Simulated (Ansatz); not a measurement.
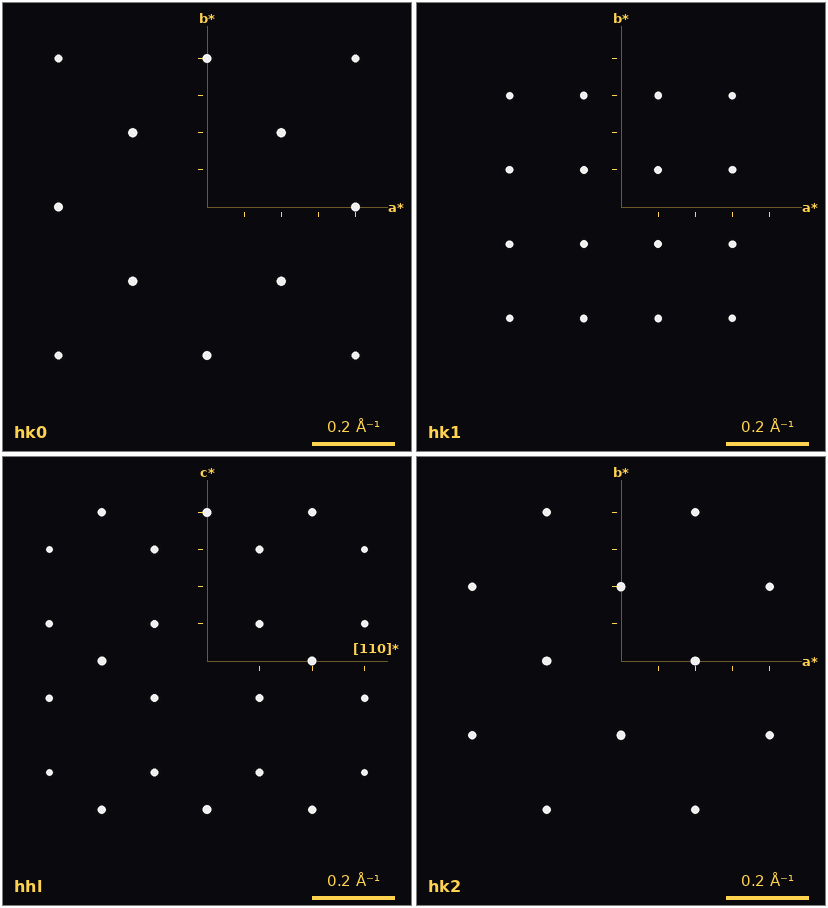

Four undistorted layers of reciprocal space, calculated for a single crystal (X-rays, kinematic |F|², B = 0.5 Å²). Tick marks count the reciprocal lattice steps of the conventional cell along each axis.

What cell do the layers give?

a* = 0.091, b* = 0.091, c* = 0.091 Å⁻¹; the cell is cubic with a = 11.04 Å.

Which reflection conditions do the layers show?

Reflections are present only under these conditions. hkl: h + k = 2n, h + l = 2n; hk0: h = 2n, h + k = 4n; hhl: h + l = 2n; h00: h = 4n. The lattice is face-centred (F). Further gaps, such as 2 2 2, 4 4 2, come from atoms on special positions, not from the group's general conditions.

Which space groups fit?

The intensities have Laue symmetry m-3m (the hk0 layer shows 4mm, hk1 shows 4mm). With these conditions only Fd-3m (No. 227) fits. The compound is Rb. Structure: coordinates from a relaxation with DFT, BLYP, plane waves (420 eV) with PAW, scalar-relativistic in Ansatz; the starting structure was generated, so it need not be a known form of this composition.
